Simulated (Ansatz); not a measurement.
System: Ta, space group Fd-3m (No. 227), 6 atoms in the cell.

Space group Fd-3m:1 (No. 227). a = 7.678 Å, b = 7.678 Å, c = 7.678 Å, α = 90.00°, β = 90.00°, γ = 90.00°
```tsv
atom	site	symmetry	x	y	z
Ta	16d	.-3m	0.1250	0.6250	0.1250
Ta	8a	-43m	0.5000	0.0000	0.5000
```

Method: DFT PBE, scalar-relativistic, plane waves, PAW, no spin polarisation, 8×8×8 k mesh, Gaussian smearing of 0.1 eV (Ansatz 0.2.0).

What will the band structure and density of states look like? The path is Γ–X–U|K–Γ–L–W–X.

A metal: 4 bands cross the Fermi level along this path. At Γ the nearest levels lie 0.56 eV below and 0.19 eV above the Fermi level. The density of states at the Fermi level isn't well fixed here: it changes fast, and within 0.3 eV it runs from 1.1 to 13 per eV and cell.

The structure is an invented one, so it need not be a known or stable phase. Spin-orbit coupling is left out, which matters for Ta.

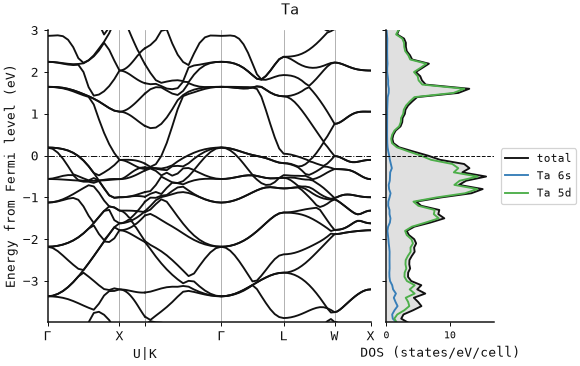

Band structure and density of states. Energies are counted from the Fermi level. The partial curves are projected on Löwdin-orthogonalised atomic shells.
